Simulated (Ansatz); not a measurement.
Single-point calculation of Ti

System: Ti (slab, 6 atoms in the cell).
Method: DFT PBE, scalar-relativistic, plane waves, PAW, no spin polarisation (Ansatz 0.2.0).

The structure derives from an entry of the Crystallography Open Database. It belongs to a series of runs on one base structure; here: vacuum: 7. Figures and captions count atoms from 1; the log counts them from 0 in places.

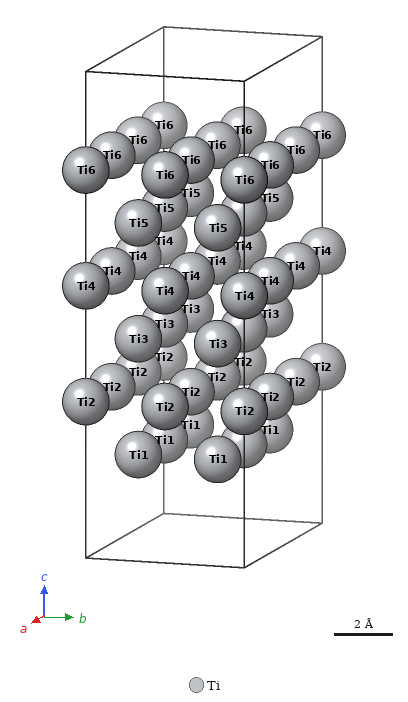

**Figure 1.** The input geometry (spheres-only view of the 3 × 2 repeat of the cell, with the vacuum cut short, seen slightly off an axis; atoms are numbered from 1 in the order of the input). An atom can appear more than once, as a periodic image.

### The input
```yaml
crystal:
  lattice:
    - [2.9076478655, 0.0, 0.0]
    - [0.0, 2.9076478655, 0.0]
    - [0.0, 0.0, 17.2800876149]
  atoms:
    - { symbol: Ti, position: [0.5, 0.5, 0.2025452693] }
    - { symbol: Ti, position: [0.0, 0.0, 0.3215271616] }
    - { symbol: Ti, position: [0.5, 0.5, 0.4405090539] }
    - { symbol: Ti, position: [0.0, 0.0, 0.5594909461] }
    - { symbol: Ti, position: [0.5, 0.5, 0.6784728384] }
    - { symbol: Ti, position: [0.0, 0.0, 0.7974547307] }
basis:
  ecutwfc: 420
kpoints:
  mp_grid: { grid: [12, 12, 1] }
hamiltonian:
  xc: pbe
scf:
  occupations: { method: gaussian, width: 0.1 }
output:
  forces: true
  stress: true
  eigenvalues: true
efield:
  axis: 3
  dipole_correction: true
  ramp_width: 0.04
```

Hardware: 1 thread of AMD EPYC (Zen 3), 32 GiB of memory available, shared host.

Run as:
```bash
ansatz run input.yaml --threads 1 --pin off --max-ram 2560MiB --backend cpu --events-out ev --progress --plain --runs-dir out
```

### What the program printed
```
Engine: ansatz 0.2.0, x86_64-unknown-linux-gnu
Pseudopotentials: kind: paw
Pseudopotential: Ti, paw, valence charge 12, recommended cutoff 420 eV (normal), Ti.paw.azcp
Functional definition: PBE
  parameter kappa = 0.804
  parameter beta = 0.06672455060314922
  exchange = pbe_x(kappa = kappa, mu = beta*pi^2/3)
  correlation = pbe_c(beta = beta)
Crystal: 6 atoms, lattice volume = 146.093 Å³
Basis set: ecut = 420 eV, 2829 PW (Γ), exchange–correlation on 40×40×240 points (8 copies of the dense FFT grid, shifted against one another)
Bands: 44, of which v1, the nominal top of the filled ones, is band 36 counted from 1 (35 counted from 0)
Symmetry: 8 space group operations
k-points: 28 of 144
Non-local potential: Ti, projectors of the file, l = 0: 3, l = 1: 2, l = 2: 3, l = 3: 1
PAW form: soft (Blöchl's): semilocal exchange-correlation on the pseudo side does not see the compensation charge
PAW one-centre angular grid: Ti, 590 points (default); XC on 64 Gauss nodes
Initial density: superposition of atomic densities (neutral atoms: chi_scale 0, normalization atom), corrected by the library's trained network
Initial wavefunctions: pseudopotential atomic-orbital guess
Functional: x = pbe(κ = 0.804, μ = 0.2195149727645171), c = pbe(β = 0.06672455060314922)
SCF iter   1: F=—  HF=-14995.870644 eV  |F-HF|=—  |Δ(HF+E_count)|=         —  Δρ=4.12e-3  dr2=8.62e-2  ethr=1.77e-3  p=0.000 e·Å  D=4.28e-14 V/Å  ΔV_dip=-0.00 eV  dr2_dipole=4.23e-6  V_vac-E_F(+/−)=3.69/3.76 eV  ⟨swp⟩=8.3  Hψ=5358  notcnv=0
efield: sawtooth ramp at fractional position 0.9800 (placed from the atoms, in the widest stretch of the axis that holds none; the zero of the levels goes with the place), width 0.0400; the density the first Hamiltonian is built on has a dipole p = 0.000 e·Å; the dipole correction subtracts the counter field D = 4.28e-14 V/Å, which shifts the + side's vacuum level by -0.00 eV against the − side's; the planar-averaged density in the ramp window peaks in size at 9.5e-3 e/Å³
preconditioner: auto → LDOS  [metal: Δε(μ)=0.005 eV  Ē_g=2.246 eV  σ=0.100 eV  W_gap=0.03  n_scr=40 (ndim 8)  ℏωp=15.1 eV  f_vac=0.208  D(μ)=13.24/eV (n_scr^D=158)  β→1.0]
SCF iter   2: F=—  HF=-14995.866641 eV  |F-HF|=—  |Δ(HF+E_count)|=   4.00e-3  Δρ=1.44e-3  dr2=7.89e-3  ethr=1.20e-4  p=0.000 e·Å  D=4.64e-6 V/Å  ΔV_dip=-0.00 eV  dr2_dipole=4.47e-6  V_vac-E_F(+/−)=3.82/3.89 eV  ⟨swp⟩=2.1  Hψ=1834  notcnv=0  defer=9
SCF iter   3: F=—  HF=-14995.867590 eV  |F-HF|=—  |Δ(HF+E_count)|=   9.49e-4  Δρ=6.23e-4  dr2=3.92e-3  ethr=1.10e-5  p=0.000 e·Å  D=8.82e-6 V/Å  ΔV_dip=-0.00 eV  dr2_dipole=4.78e-11  V_vac-E_F(+/−)=3.86/3.94 eV  ⟨swp⟩=2.1  Hψ=1550  notcnv=0  defer=9
SCF iter   4: F=—  HF=-14995.867551 eV  |F-HF|=—  |Δ(HF+E_count)|=   3.93e-5  Δρ=4.58e-4  dr2=8.62e-4  ethr=5.45e-6  p=0.000 e·Å  D=4.49e-6 V/Å  ΔV_dip=-0.00 eV  dr2_dipole=1.73e-7  V_vac-E_F(+/−)=3.91/3.99 eV  ⟨swp⟩=2.0  Hψ=1537  notcnv=0  defer=9
SCF iter   5: F=—  HF=-14995.867506 eV  |F-HF|=—  |Δ(HF+E_count)|=   4.44e-5  Δρ=1.56e-4  dr2=1.70e-4  ethr=1.20e-6  p=0.000 e·Å  D=2.31e-6 V/Å  ΔV_dip=-0.00 eV  dr2_dipole=1.76e-8  V_vac-E_F(+/−)=3.93/4.01 eV  ⟨swp⟩=2.6  Hψ=1732  notcnv=0  defer=9
SCF iter   6: F=—  HF=-14995.867562 eV  |F-HF|=—  |Δ(HF+E_count)|=   5.60e-5  Δρ=1.08e-4  dr2=3.74e-5  ethr=2.36e-7  p=0.000 e·Å  D=1.28e-6 V/Å  ΔV_dip=-0.00 eV  dr2_dipole=1.19e-10  V_vac-E_F(+/−)=3.94/4.03 eV  ⟨swp⟩=1.9  Hψ=1372  notcnv=0  defer=9
SCF iter   7: F=—  HF=-14995.867636 eV  |F-HF|=—  |Δ(HF+E_count)|=   7.34e-5  Δρ=2.36e-5  dr2=1.18e-6  ethr=5.20e-8  p=-0.000 e·Å  D=-5.72e-8 V/Å  ΔV_dip=0.00 eV  dr2_dipole=9.94e-10  V_vac-E_F(+/−)=3.95/4.04 eV  ⟨swp⟩=2.7  Hψ=1956  notcnv=0  defer=9
SCF iter   8: F=—  HF=-14995.867636 eV  |F-HF|=—  |Δ(HF+E_count)|=   6.89e-7  Δρ=1.17e-5  dr2=3.44e-7  ethr=1.64e-9  p=0.000 e·Å  D=3.90e-8 V/Å  ΔV_dip=-0.00 eV  dr2_dipole=1.11e-10  V_vac-E_F(+/−)=3.95/4.04 eV  ⟨swp⟩=2.3  Hψ=1802  notcnv=0  defer=9
SCF iter   9: F=-14995.867637 eV  HF=-14995.867637 eV  |F-HF|=2.57e-8  |Δ(HF+E_count)|=   4.20e-7  Δρ=5.30e-6  dr2=6.28e-8  ethr=1.39e-10  p=0.000 e·Å  D=3.74e-9 V/Å  ΔV_dip=-0.00 eV  dr2_dipole=3.83e-13  V_vac-E_F(+/−)=3.95/4.04 eV  ⟨swp⟩=9.4  Hψ=5136  notcnv=0
WARN: efield: at this solve's end the planar-averaged density reaches 1.00e-2 e/Å³ inside the ramp window [0.9221, 0.0779] (bound 1e-5 e/Å³); the window's nearer edge stands 2.15 Å from this solve's nearest atom along the axis. Its work functions, free energy, forces, stress, dipole, levels and responses can be off, and this figure does not tell by how much. The cell may have no vacuum along `efield.axis`. A short vacuum, a low `basis.ecutwfc` or `basis.ecutrho_ratio` and negative occupations (`scf.occupations.method`) can put density there. See the manual's quickstart, § The vacuum guard
SCF 1 converged in 9 iterations: F = -14995.867637 eV  dr2 = 6.28e-8
  greatest PAW one-centre occupation: 0.999 electrons in one spin orbital (limit 2), on the Ti atom at site 1 (counted from 0), in its partial waves of l = 0
SCF converged after 9 iterations
Free energy (F): -14995.867637 eV
Harris-Foulkes:  -14995.867637 eV  (|F-HF|=2.57e-8)
Internal energy: -14995.799007 eV  (E = F + TS)
E sigma→0 (E₀):  -14995.833322 eV
Entropy (-TS):   -0.068630 eV (-11.438 meV/atom)
Fermi energy:    8.482740 eV
Dipole field:    D = -0.000001 V/Å  (p = -0.000001 e·Å, saw-weighted, corrected)
Work function:   Φ+ = 3.9509 eV (in doubt: plateau slope 1.3e0 eV/Å)   Φ− = 4.0370 eV (in doubt: plateau slope 1.0e0 eV/Å)
Levels:          The Fermi level and band energies are counted from a zero that moves with the ramp; work functions are not
Vacuum region:   at the solve's end the planar-averaged density reaches 1.00e-2 e/Å³ inside the ramp window [0.9221, 0.0779] (bound 1e-5 e/Å³)
--- Per-component energies (eV) ---
  E_band       = -1289.447794
  E_kinetic    = 1628.777403
  E_local      = -18571.745244  (includes V_loc(G=0)·N_el)
  E_nonlocal   = 50.949713
  E_hartree    = 8677.625987
  E_xc         = -581.018971
  E_vxc        = -726.494711  (∫ρ·V_xc dr)
  E_paw        = -6286.048655  (= ΣΔE_a)
  E_vpaw       = -1026.165931  (= ΣTr[D̂ρ^β])
  E_aug_tail   = 0.000651  (compensation charges beyond the density's cutoff)
  E_efield     = 0.000000  (sawtooth field / dipole correction)
  E_vefield    = 0.000000  (∫n·V_field dr)
  E_ewald      = 85.660108
  E_smearing   = -0.068630  (= −TS)
  E_closure    = 0.000000  (closes the sum)
  Σ components = -14995.867637   (vs F -14995.867637, Δ=0.00e0)
--- Forces (eV/Å), atoms counted from 1 ---
  atom   1  Ti     0.00000000     0.00000000     0.60687229
  atom   2  Ti     0.00000000     0.00000000    -0.71403725
  atom   3  Ti     0.00000000     0.00000000    -0.05513319
  atom   4  Ti     0.00000000     0.00000000     0.05513268
  atom   5  Ti     0.00000000     0.00000000     0.71403778
  atom   6  Ti     0.00000000     0.00000000    -0.60687163
  max |Σ_I F_I| component: 6.83e-7 eV/Å
--- Stress (GPa, compression-positive) ---
       -3.447456       0.000000       0.000000
        0.000000      -3.447456       0.000000
       -0.000000       0.000000      -2.672059
  P = ⅓ Tr σ = -3.1890 GPa (-31.890 kbar)
--- Band table (eV; the first three rows and the last of 28) ---
  k-point 0: bands = ["-48.4111", "-48.4111", "-48.1688", "-48.1385", "-48.0865", "-48.0354", "-24.8158", "-24.8111", "-24.6003", "-24.4502", "-24.4502", "-24.4499", "-24.4499", "-24.4215", "-24.2679", "-24.2679", "-24.2354", "-24.2244", "-24.2244", "-24.1512", "-24.1512", "-24.1072", "-24.0774", "-24.0774", "2.6634", "3.3353", "4.2599", "5.2171", "5.8159", "5.9461", "6.8781", "7.1577", "7.6057", "8.1587", "8.3184", "8.6896", "8.7337", "9.1940", "9.4547", "9.4547", "9.7251", "9.7251", "9.8471", "10.0290"]
  k-point 1: bands = ["-48.4081", "-48.4080", "-48.1640", "-48.1353", "-48.0847", "-48.0349", "-24.8106", "-24.8073", "-24.6005", "-24.4887", "-24.4721", "-24.4472", "-24.4469", "-24.4177", "-24.2857", "-24.2749", "-24.2632", "-24.2220", "-24.2123", "-24.1756", "-24.1507", "-24.1023", "-24.0947", "-24.0785", "2.8099", "3.4740", "4.3891", "5.3388", "5.9341", "6.0580", "6.9480", "7.2187", "7.6528", "8.1834", "8.3485", "8.6634", "8.7633", "9.2199", "9.3995", "9.4937", "9.6154", "9.7305", "9.7660", "9.7917"]
  k-point 2: bands = ["-48.3996", "-48.3996", "-48.1508", "-48.1263", "-48.0799", "-48.0339", "-24.7983", "-24.7982", "-24.6106", "-24.5654", "-24.5249", "-24.4447", "-24.4389", "-24.4388", "-24.3366", "-24.3332", "-24.2499", "-24.2421", "-24.2151", "-24.2110", "-24.1494", "-24.1233", "-24.1074", "-24.0823", "3.2338", "3.8700", "4.7482", "5.6631", "6.2483", "6.3676", "7.1316", "7.3826", "7.7852", "8.2223", "8.4115", "8.5730", "8.7812", "9.2531", "9.2619", "9.3912", "9.4395", "9.5992", "9.6462", "9.7287"]
  k-point 27: bands = ["-48.3257", "-48.3257", "-48.0433", "-48.0433", "-48.0141", "-48.0141", "-24.7832", "-24.7832", "-24.7802", "-24.7802", "-24.6801", "-24.6801", "-24.6261", "-24.6261", "-24.5382", "-24.5382", "-24.4287", "-24.4287", "-24.3250", "-24.3250", "-24.3042", "-24.3042", "-24.2790", "-24.2790", "6.0893", "6.0893", "6.5161", "6.5161", "6.9032", "6.9032", "6.9550", "6.9550", "7.2728", "7.2728", "7.8658", "7.8658", "8.6816", "8.6816", "9.7532", "9.7532", "10.5009", "10.5009", "11.1743", "11.1743"]
```

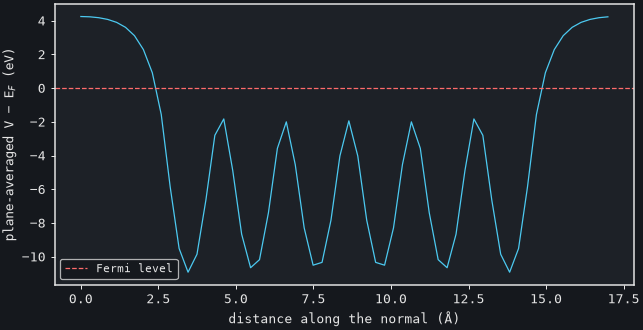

**Figure 2.** Plane average of the electrostatic potential energy of an electron across the cell, from the Fermi level. The vacuum level lies 3.95 eV above the Fermi level on the upper side and 4.04 eV on the lower.

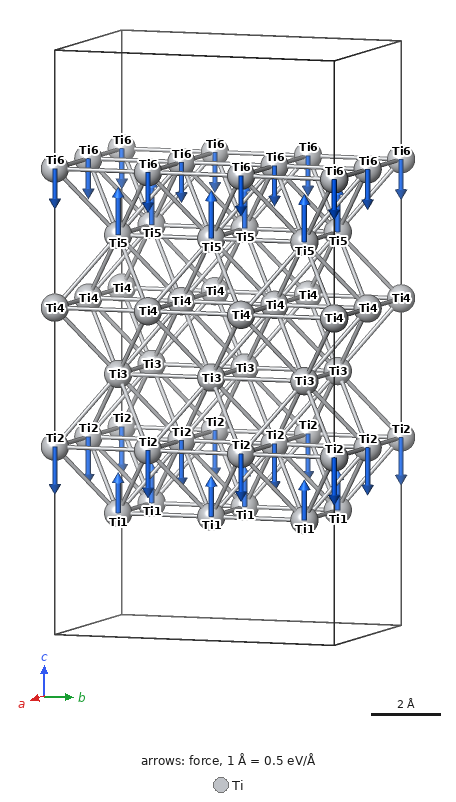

**Figure 3.** Forces on the atoms as blue arrows (ball-and-stick view of the 2 × 3 repeat of the cell, with the vacuum cut short, seen slightly off an axis; atoms are numbered from 1 in the order of the input). The largest act on Ti2, Ti5 (0.71 eV/Å); Ti1, Ti6 (0.61 eV/Å). The geometry is not a stationary point of this energy.

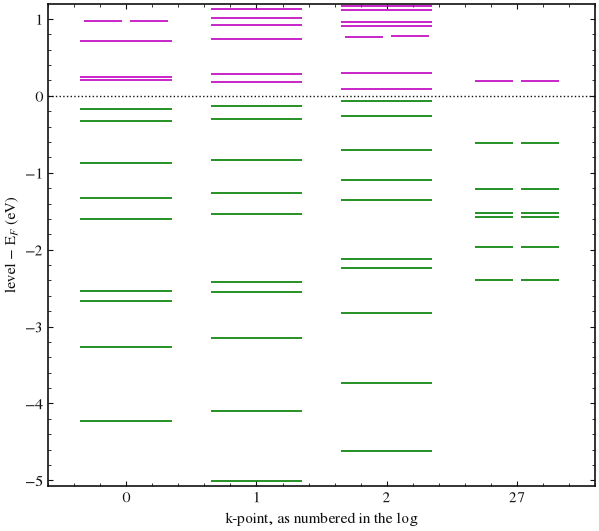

**Figure 4.** Kohn–Sham levels near the Fermi level (dotted) at the few k-points that the log prints; levels within 0.02 eV of each other stand side by side. The system is metallic on the full mesh.

### Results in brief

```tsv
quantity	value
outcome	converged
electrons treated	72
free energy	−14995.8676 eV
work function, top face	3.95 eV
work function, bottom face	4.04 eV
Fermi energy	8.483 eV
gap on the k-point mesh	none (metallic)
work function (upper face)	3.95 eV
largest force (length of the vector)	0.714 eV/Å
wall time	25 s
peak memory	0.46 GiB
```

### Remarks

Warnings of the run: the density in the vacuum is higher than it should be, so vacuum levels may be off.
